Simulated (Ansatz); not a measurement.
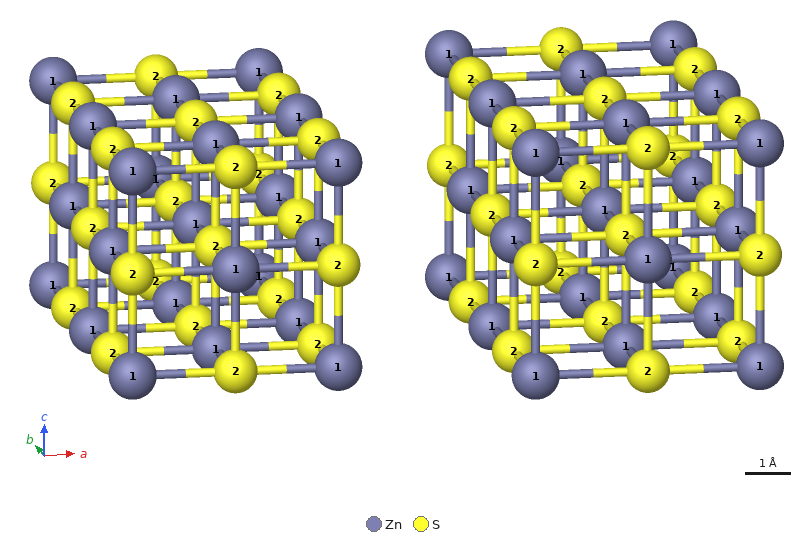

Two geometries of solid ZnS (built on the rocksalt type), drawn at one scale. One is the start of a relaxation, the other its converged end. Style: ball-and-stick. Shown: the conventional cell (4 times the calculation's cell), repeated 1 × 2 × 1 with one cell outlined, slightly off an axis. Lengths and directions refer to the drawn axes.

Computed with Ansatz 0.2.0, DFT, PBE, plane waves, PAW. (plane-wave cutoff 420 eV; k-point mesh 8 × 8 × 8; occupations fermi dirac; smearing width 0.02 eV; no spin polarisation; cell and atoms relaxed; force threshold 0.005 eV/Å)

Which of the two is the end point?

The right one is the relaxed one. Over 5 accepted moves (7 points after the start) the energy falls by 379 meV per atom. All forces vanish by symmetry, so only the cell relaxes. The pressure goes from 40.37 to 0.01 GPa. The SCF was repeated twice at an unchanged geometry on a basis and grid sized afresh for the cell, which shifted the energy by 3.5 meV per atom at most. No atom moves by more than 0.005 Å relative to the cell. Cell: a = b = c 4.679 → 5.104 Å (+9.1 %). Volume +29.8 %. Near-neighbour distances that change, for instance: Zn1–S2 2.339 → 2.552 Å. The space group stays Fm-3m (No. 225). The run took roughly 6 core-seconds on a shared host.
